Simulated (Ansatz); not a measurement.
KTaO3

```
K Ta O
1.0
     3.89703    0.00000    0.00000
     0.00000    3.89703    0.00000
     0.00000    0.00000    4.05681
K Ta O
1 1 3
Direct
  0.50000 0.50000 0.50000
  0.00000 0.00000 0.00000
  0.50000 0.00000 0.00000
  0.00000 0.50000 0.00000
  0.00000 0.00000 0.50000
```

Space group P4/mmm; computed pressure about 6 GPa in this cell.

The calculation used DFT PBEsol, scalar-relativistic, plane waves, PAW in Ansatz 0.2.0.

The density is the valence pseudo-density of a PAW calculation; it isn't the true density close to the nuclei.

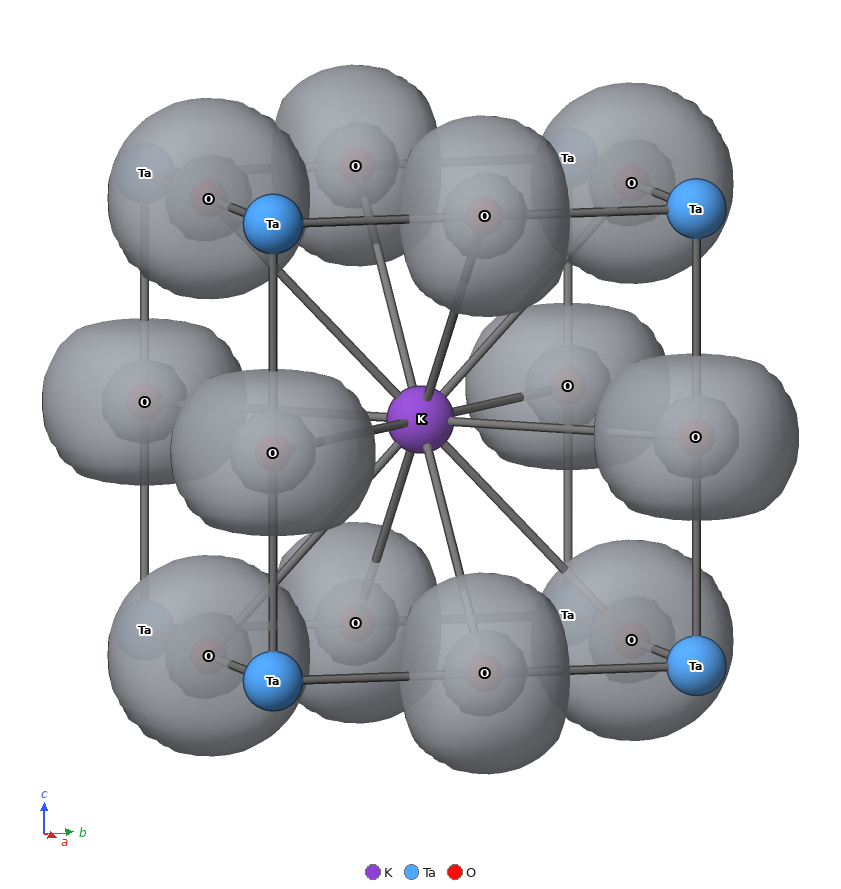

Figure 1. Isosurface of the electron localisation function at 0.7 (grey), seen slightly off an axis. Only the valence region is drawn (cores and ρ < 0.01 e/Å³ removed). Sticks mark near contacts.

**Describe the localisation domains.**

The surface consists of three regions wrapped around O (the valence shell of each), counted in one cell of 5 atoms. Any copies at cell faces, edges or corners count once.


Ta–O (1.95 Å): the ELF peaks at about 0.80 in the valence shell of O, 0.6 Å from its nucleus, and drops to about 0.20 between the two atoms (no localised pair shows between them). K–O (2.76 Å): the ELF is about 0.05 at the midpoint: a largely ionic contact.

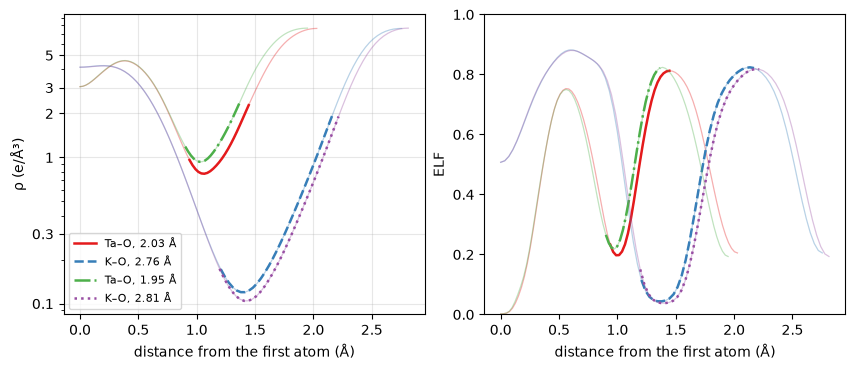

Figure 2. Valence electron density and electron localisation function along straight lines between neighbouring atoms. Thin, pale parts lie inside the atomic spheres.

**Compare the contacts.**

Ta–O (2.03 Å): ρ at the midpoint is about 0.8 e/Å³; the ELF peaks at about 0.80 in the valence shell of O, 0.6 Å from its nucleus, and drops to about 0.20 between the two atoms: no shared electron pair shows on this line.
K–O (2.76 Å): the density is about 0.12 e/Å³ at the midpoint; the ELF is about 0.05 at the midpoint (an ionic contact with no shared pair).
Ta–O (1.95 Å): ρ is about 0.98 e/Å³ halfway; the ELF peaks at about 0.80 in the valence shell of O, 0.6 Å from its nucleus, and drops to about 0.20 between the two atoms; no localised pair shows between them.
K–O (2.81 Å): the density is about 0.1 e/Å³ at the midpoint; the ELF is about 0.05 at the midpoint; a closed-shell, largely ionic contact.

**Does the calculation give a band gap?**

It is gapped, with a Kohn–Sham gap of 2.1 eV on the k-point mesh, an upper bound to the gap of this method.
